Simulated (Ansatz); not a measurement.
# Ti: single-point calculation

Ti (Im-3m, 1 atom in the cell), computed with DFT, PBE, paw_fr, spin-orbit coupling, PAW set soft_1 (Ansatz 0.2.0).

The structure derives from an entry of the Crystallography Open Database.

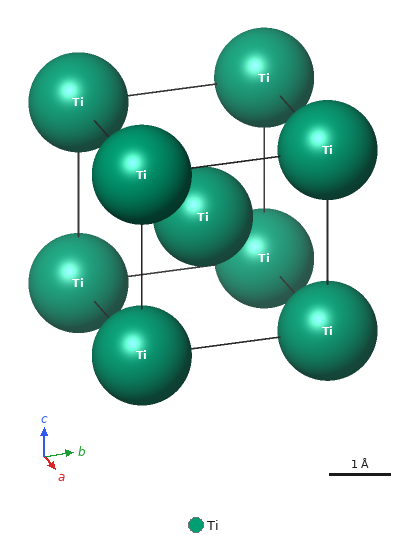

Figure 1. The input geometry (spheres-only view of the cell 2 times as large as that of the calculation, set on its symmetry axes, seen at an oblique angle). An atom can appear more than once, as a periodic image.

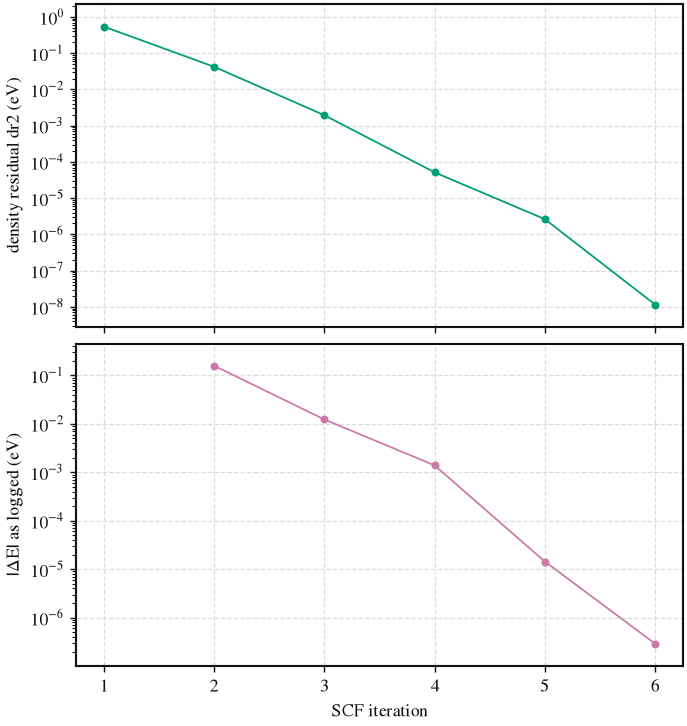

Figure 2. Convergence of the self-consistent field: density residual dr2 and size of the energy change against the SCF iteration. The residual falls at every step.

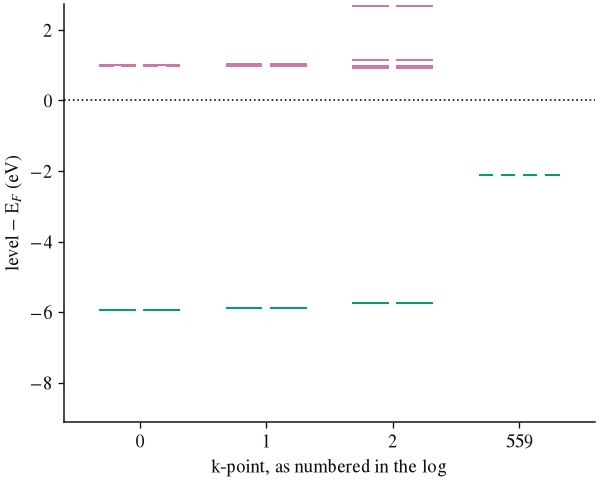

Figure 3. Kohn–Sham levels near the Fermi level (dotted) at the few k-points that the log prints; levels within 0.02 eV of each other stand side by side. The system is metallic on the full mesh.

The input and output of the run follow.

### Input file
```yaml
crystal:
  lattice:
    - [-1.6276679631, 1.6276679631, 1.6276679631]
    - [1.6276679631, -1.6276679631, 1.6276679631]
    - [1.6276679631, 1.6276679631, -1.6276679631]
  atoms:
    - { symbol: Ti, position: [0.0, 0.0, 0.0] }
basis:
  ecutwfc: 420
kpoints:
  mp_grid: { grid: [27, 27, 27] }
hamiltonian:
  xc: pbe
  pseudopotentials: { kind: paw_fr, azcp: { folder: soft_1 } }
scf:
  occupations: { method: gaussian, width: 0.1 }
output:
  forces: true
  eigenvalues: true
  stress: true
magnetization:
  noncollinear: true
  spin_orbit: true
```

Launched with:
```bash
ansatz run input.yaml --threads 4 --pin off --max-ram 12288MiB --backend cpu --events-out ev --progress --plain --runs-dir out
```

### Log
```
Engine: ansatz 0.2.0, aarch64-unknown-linux-gnu
Pseudopotentials: kind: paw_fr
Pseudopotential: Ti, paw, valence charge 12, recommended cutoff 420 eV (normal), [file]
Functional definition: PBE
  parameter kappa = 0.804
  parameter beta = 0.06672455060314922
  exchange = pbe_x(kappa = kappa, mu = beta*pi^2/3)
  correlation = pbe_c(beta = beta)
non-collinear run that drives no moment, with spin-orbit: no starting moment large enough to seed its density (crystal.atoms[].spin), no starting occupations that ask for one, no magnetisation constraint and no magnetic field, so the semilocal B_xc is pinned to zero
Crystal: 1 atoms, lattice volume = 17.249 Å³
Basis set: ecut = 420 eV, 321 PW (Γ), exchange–correlation on 40×40×40 points (8 copies of the dense FFT grid, shifted against one another)
Bands: 20, of which v1, the nominal top of the filled ones, is band 12 counted from 1 (11 counted from 0)
Symmetry: 48 space group operations + 48 with time reversal
Magnetic group: BNS 229.141 (UNI 1643), of the structure as read, at distance tolerance 2.6e-5 Å
k-points: 560 of 19683
Projection manifold: j_resolved (fully-relativistic pseudo-atomic orbitals)
Non-local potential: Ti, projectors of the file, resolved by j, l = 0: 3, l = 1: 4, l = 2: 6, l = 3: 2
PAW form: soft (Blöchl's): semilocal exchange-correlation on the pseudo side does not see the compensation charge
PAW one-centre angular grid: Ti, 590 points (default); XC on 96 Gauss nodes
Initial density: superposition of atomic densities (chi_scale 0.1, normalization cell)
Initial wavefunctions: pseudopotential atomic-orbital guess
Functional: x = pbe(κ = 0.804, μ = 0.2195149727645171), c = pbe(β = 0.06672455060314922)
SCF iter   1: F=—  HF=-2499.804604 eV  |F-HF|=—  |Δ(HF+E_count)|=         —  Δρ=5.36e-2  dr2=5.40e-1  dr2_m=0.00e0 (ungated)  ethr=3.10e-3  |M|=0.00e0 ∫|m|=0.00e0 μB  |m|>n=0.0e0 m-floor=0.0e0 τ_xc=0.0e0  β_m=0.30  ⟨swp⟩=6.4  Hψ=30555  notcnv=0  defer=48
preconditioner: auto → none  [metal: Δε(μ)=0.002 eV  Ē_g=4.512 eV  σ=0.100 eV  W_gap=0.01  n_scr=0 (ndim 8)  ℏωp=17.9 eV  f_vac=0.000  D(μ)=2.24/eV (n_scr^D=42)]
SCF iter   2: F=—  HF=-2499.646514 eV  |F-HF|=—  |Δ(HF+E_count)|=   1.58e-1  Δρ=1.44e-2  dr2=4.21e-2  dr2_m=0.00e0 (ungated)  ethr=3.10e-3  |M|=0.00e0 ∫|m|=0.00e0 μB  |m|>n=0.0e0 m-floor=0.0e0 τ_xc=0.0e0  β_m=0.35  ⟨swp⟩=2.9  Hψ=11306  notcnv=0  defer=1420
SCF iter   3: F=—  HF=-2499.634242 eV  |F-HF|=—  |Δ(HF+E_count)|=   1.23e-2  Δρ=4.71e-3  dr2=1.94e-3  dr2_m=0.00e0 (ungated)  ethr=3.51e-4  |M|=0.00e0 ∫|m|=0.00e0 μB  |m|>n=0.0e0 m-floor=0.0e0 τ_xc=0.0e0  β_m=0.62  ⟨swp⟩=2.3  Hψ=7982  notcnv=0  defer=1420
SCF iter   4: F=—  HF=-2499.632856 eV  |F-HF|=—  |Δ(HF+E_count)|=   1.39e-3  Δρ=5.81e-4  dr2=5.15e-5  dr2_m=0.00e0 (ungated)  ethr=1.62e-5  |M|=0.00e0 ∫|m|=0.00e0 μB  |m|>n=0.0e0 m-floor=0.0e0 τ_xc=0.0e0  β_m=0.74  ⟨swp⟩=3.0  Hψ=9700  notcnv=0  defer=1420
SCF iter   5: F=—  HF=-2499.632842 eV  |F-HF|=—  |Δ(HF+E_count)|=   1.44e-5  Δρ=1.36e-4  dr2=2.63e-6  dr2_m=0.00e0 (ungated)  ethr=4.29e-7  |M|=0.00e0 ∫|m|=0.00e0 μB  |m|>n=0.0e0 m-floor=0.0e0 τ_xc=0.0e0  β_m=0.87  ⟨swp⟩=2.2  Hψ=8567  notcnv=0  defer=1420
SCF iter   6: F=-2499.632841 eV  HF=-2499.632841 eV  |F-HF|=8.95e-10  |Δ(HF+E_count)|=   2.91e-7  Δρ=9.84e-6  dr2=1.16e-8  dr2_m=0.00e0 (ungated)  ethr=8.33e-10  |M|=0.00e0 ∫|m|=0.00e0 μB  |m|>n=0.0e0 m-floor=0.0e0 τ_xc=0.0e0  ⟨swp⟩=6.0  Hψ=25551  notcnv=0
SCF 1 converged in 6 iterations: F = -2499.632841 eV  dr2 = 1.16e-8
  greatest PAW one-centre occupation: 0.999 electrons in one spin orbital (limit 2), on the Ti atom at site 0 (counted from 0), in its partial waves of l = 0
SCF converged after 6 iterations
Magnetization: |M| = 0.0000 μB,  M = (+0.0000, +0.0000, +0.0000) μB
Absolute magnetization: 0.0000 μB (∫|m|)
  site 0: m = (+0.0000, +0.0000, +0.0000) μB, |m| = 0.0000 μB  (R = 1.16 Å)
Free energy (F): -2499.632841 eV
Harris-Foulkes:  -2499.632841 eV  (|F-HF|=8.95e-10)
Internal energy: -2499.621816 eV  (E = F + TS)
E sigma→0 (E₀):  -2499.627329 eV
Entropy (-TS):   -0.011026 eV (-11.026 meV/atom)
Fermi energy:    13.144883 eV
--- Per-component energies (eV) ---
  E_band       = -156.396933
  E_kinetic    = 281.514943
  E_local      = -869.607985  (includes V_loc(G=0)·N_el)
  E_nonlocal   = 60.827365
  E_hartree    = 345.232768
  E_xc         = -116.126326
  E_vxc        = -145.416560  (∫ρ·V_xc dr)
  E_paw        = -1042.422567  (= ΣΔE_a)
  E_vpaw       = -174.176213  (= ΣTr[D̂ρ^β])
  E_aug_tail   = -0.000076  (compensation charges beyond the density's cutoff)
  E_ewald      = -1159.039937
  E_smearing   = -0.011026  (= −TS)
  E_closure    = -0.000000  (closes the sum)
  Σ components = -2499.632841   (vs F -2499.632841, Δ=0.00e0)
--- Forces (eV/Å), atoms counted from 1 ---
  atom   1  Ti    -0.00000000    -0.00000000     0.00000000
  max |Σ_I F_I| component: 1.13e-32 eV/Å
--- Stress (GPa, compression-positive) ---
       -0.016317      -0.000000      -0.000000
       -0.000000      -0.016317       0.000000
       -0.000000      -0.000000      -0.016317
  P = ⅓ Tr σ = -0.0163 GPa (-0.163 kbar)
--- Band table (eV; the first three rows and the last of 560) ---
  k-point 0: bands = ["-43.3261", "-43.3261", "-19.6423", "-19.6423", "-18.9728", "-18.9728", "-18.9728", "-18.9728", "7.2046", "7.2046", "14.1331", "14.1331", "14.1331", "14.1331", "14.1607", "14.1607", "15.9201", "15.9201", "15.9201", "15.9201"]
  k-point 1: bands = ["-43.3243", "-43.3243", "-19.6464", "-19.6464", "-18.9800", "-18.9800", "-18.9742", "-18.9742", "7.2520", "7.2520", "14.1160", "14.1160", "14.1371", "14.1371", "14.1811", "14.1811", "15.8932", "15.8932", "15.9213", "15.9213"]
  k-point 2: bands = ["-43.3189", "-43.3189", "-19.6588", "-19.6588", "-19.0011", "-19.0011", "-18.9783", "-18.9783", "7.3926", "7.3926", "14.0547", "14.0547", "14.1173", "14.1173", "14.2813", "14.2813", "15.8213", "15.8213", "15.9256", "15.9256"]
  k-point 559: bands = ["-43.0951", "-43.0951", "-20.0984", "-20.0984", "-19.4547", "-19.4547", "-19.4535", "-19.4535", "11.0258", "11.0258", "11.0270", "11.0270", "17.0467", "17.0467", "17.0629", "17.0629", "17.1051", "17.1051", "21.4403", "21.4403"]
```

### Key numbers

| quantity | value |
| --- | --- |
| outcome | converged |
| space group (tolerance 0.01 Å) | Im-3m (229) |
| electrons treated | 12 |
| free energy | −2499.6328 eV |
| Fermi energy | 13.145 eV |
| gap on the k-point mesh | none (metallic) |
| net moment of the cell | 0.00 μB |
| integrated absolute moment | 0.00 μB |
| pressure | −0.02 GPa |
| largest force (length of the vector) | under 0.001 eV/Å |
| hardware | 4 threads of Arm Neoverse V1, 24 GiB of memory available, shared host |
| wall time | 6.7 s (CPU time 25 s) |
| peak memory | 0.64 GiB |

### Remarks

Settings chosen away from the usual ones: hamiltonian.pseudopotentials set to {"kind": "paw_fr"}; magnetization set to {"noncollinear": true, "spin_orbit": true}; kpoints.mp_grid.grid set to [27, 27, 27] (from [18, 18, 18]). The electronic state found may not be the lowest one.
